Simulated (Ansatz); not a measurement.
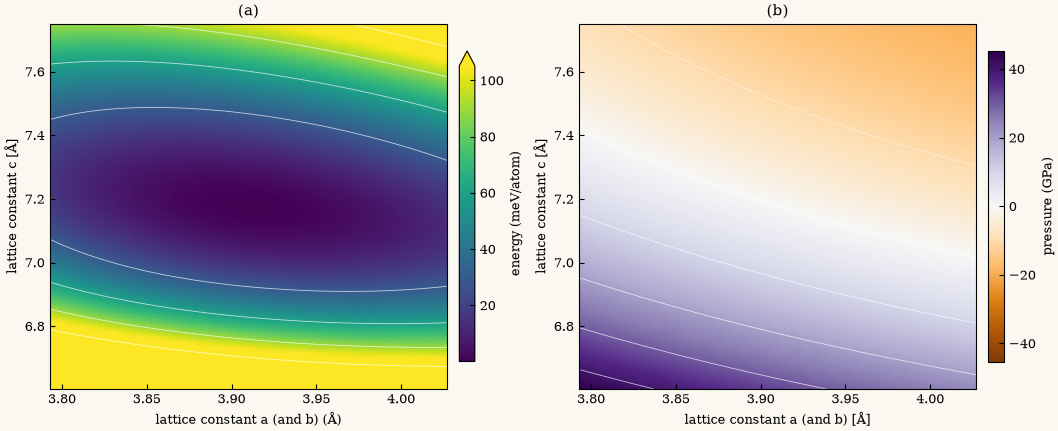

Cu₃O₂ (I4/mmm, No. 139; 5 atoms in the cell). The energy is mapped over the lattice constants a and c of the conventional cell. The first coordinate is: lattice constant a (and b); the second: lattice constant c. Nothing is relaxed (symmetry fixes all fractional coordinates). The scan uses a 7 × 7 grid. Points are written as (first, second). Energies: meV/atom, counted from the lowest grid point. The runs have no spin polarisation; a magnetic state may lie lower. Method: Ansatz 0.2.0, DFT LDA, scalar-relativistic, plane waves, PAW. Settings: cutoff 520 eV, k-mesh 14×14×14, gaussian smearing 0.15 eV, no spin polarisation.

Panel (a) is the energy and panel (b) the computed pressure on the same grid.

In the figure: a smooth colour map with a few white contour lines, one colour for all values above the top of the scale. Between grid points the surface is interpolated.

Q: How does the pressure vary over the map, and what is it at the lowest grid point?

A: It runs from −19 GPa at (4.027 Å, 7.751 Å) to 45 GPa at (3.793 Å, 6.603 Å). At the lowest grid point, (3.910 Å, 7.177 Å), it is 0 GPa.

PAW datasets: the set soft_1.
